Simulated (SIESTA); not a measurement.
## Energy of ZrN along an even scaling of the cell

System: ZrN (Fm-3m, 2 atoms in the cell).
Method: Kohn-Sham DFT of a periodic cell, LDA, PseudoDojo 0.4 standard, converted to PSML, no spin polarisation (SIESTA 5.4.2).

The 7 runs differ only in the geometry, by an even scaling of the cell at fixed fractional positions. The structure derives from an entry of the Crystallography Open Database.

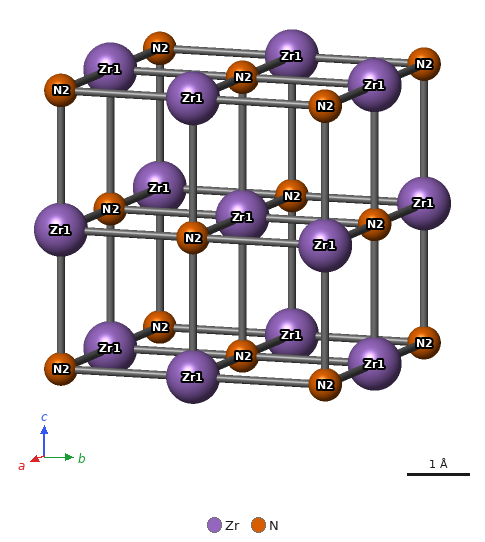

Figure 1. The structure of run 4 (ball-and-stick view of the cell 4 times as large as that of the calculation, set on its symmetry axes, seen slightly off an axis; atoms are numbered from 1 in the order of the input). An atom can appear more than once, as a periodic image.

## Input of run 4
```
SystemName                      ZrN
SystemLabel                     ZrN
NumberOfSpecies                 2
NumberOfAtoms                   2
%block ChemicalSpeciesLabel
  1  40 Zr
  2   7 N
%endblock ChemicalSpeciesLabel

LatticeConstant                 1.0 Ang
%block LatticeVectors
     0.0000000000     2.3000000000     2.3000000000
     2.3000000000     0.0000000000     2.3000000000
     2.3000000000     2.3000000000     0.0000000000
%endblock LatticeVectors
AtomicCoordinatesFormat         Fractional
%block AtomicCoordinatesAndAtomicSpecies
     0.5000000000     0.5000000000     0.5000000000  1  Zr
     0.0000000000     0.0000000000     0.0000000000  2  N
%endblock AtomicCoordinatesAndAtomicSpecies

%block kgrid.MonkhorstPack
   10   0   0  0.0
    0  10   0  0.0
    0   0  10  0.0
%endblock kgrid.MonkhorstPack
XC.Functional                   LDA
XC.Authors                      PW92
PAO.BasisSize                   DZP
PAO.EnergyShift                 0.003 Ry
Mesh.Cutoff                     800 Ry
OccupationFunction              FD
ElectronicTemperature           0.05 eV
MaxSCFIterations                120
SCF.MustConverge                false
SCF.Mixer.Method                Pulay
SCF.Mixer.Weight                0.25
SCF.Mixer.History               8
SCF.DM.Tolerance                5.0e-05
SCF.H.Tolerance                 1.0e-03 eV
WriteForces                     true
Charge.Mulliken                 end
%block PAO.Basis
  Zr 5
  n=4 0 2
    3.504 0.000
  n=5 0 2
    8.951 0.000
  n=4 1 2
    4.065 0.000
  n=5 1 1
    8.951
  n=4 2 2
    7.326 0.000
%endblock PAO.Basis
```

Command:
```bash
siesta < ZrN.fdf > ZrN.out 2>&1
```

Run 5 differs from it as follows:
```diff
-     0.0000000000     2.3000000000     2.3000000000
-     2.3000000000     0.0000000000     2.3000000000
-     2.3000000000     2.3000000000     0.0000000000
+     0.0000000000     2.3152322320     2.3152322320
+     2.3152322320     0.0000000000     2.3152322320
+     2.3152322320     2.3152322320     0.0000000000
```

## Results, with one run withheld

```tsv
run	volume per atom (Å³)	free energy per atom, from the lowest run given (meV)	pressure (GPa)
1	11.437	7.83	8.38
2	11.680	0.00	2.11
3	11.924	1.33	−3.63
4	12.167	10.86	−8.80
5	12.410	?	?
6	12.654	51.01	−17.32
7	12.897	80.27	−21.04
```

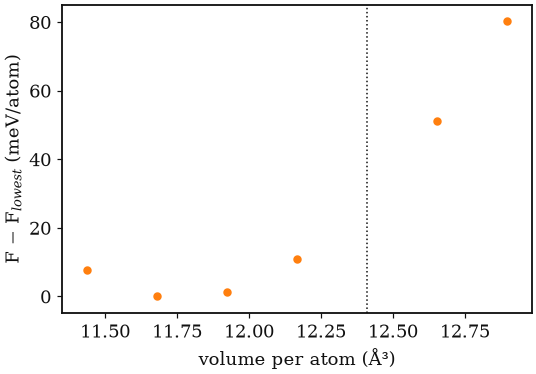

Figure 2. Free energy per atom of the runs given; the dotted line marks run 5.

What should run 5 give?

A cubic polynomial in V^(−2/3) (the Birch–Murnaghan form), fitted to the 6 runs given, misses them by at most 0.04 meV per atom. With x = V^(−2/3) − 0.18965 Å⁻², it reads F = 7.8165 − 4520.5 x + 6.1149e+05 x² + 5.3342e+05 x³ (meV per atom). At run 5 it gives 27.61 meV per atom, and the run itself gives 27.72. The slope of the fit gives a pressure −dF/dV of −13.30 GPa there, and the run prints −13.27 GPa. The fit has its minimum at 11.764 Å³ per atom, where V d²F/dV² gives 279 GPa: the bulk modulus at this level, since symmetry fixes the shape and the positions.

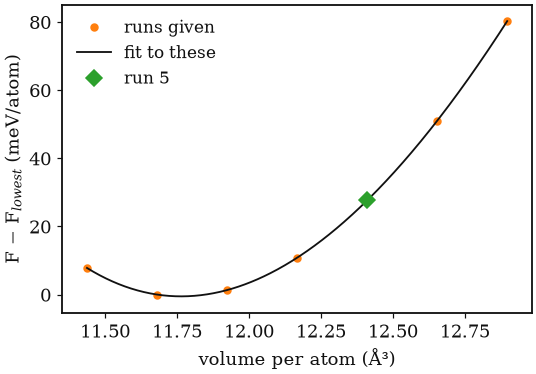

Figure 3. The fit and the withheld run.

## Some lines of the output (run 5)
```
[...]
outcell: Cell volume (Ang**3)        :     24.8207
stepf: Fermi-Dirac step function
siesta: Etot    =     -1660.133625
siesta: FreeEng =     -1660.138065
        iscf     Eharris(eV)        E_KS(eV)     FreeEng(eV)     dDmax    Ef(eV) dHmax(eV)
siesta: E_KS(eV) =            -1664.6383
siesta: E_KS - E_eggbox =     -1664.6383
siesta: Etot    =     -1664.638294
siesta: FreeEng =     -1664.643698
siesta:         Fermi =      -6.186754
siesta: Cell volume =         24.820680 Ang**3
    Orbital volume contribution        =           2.194310 eV
```

Notes: Points of doubt noted for this run: mulliken charges of long orbitals. The cell holds an odd number of electrons but the run has no spin polarisation, so a band is left half filled. With a small basis of atomic orbitals these values can differ much from converged plane-wave results.
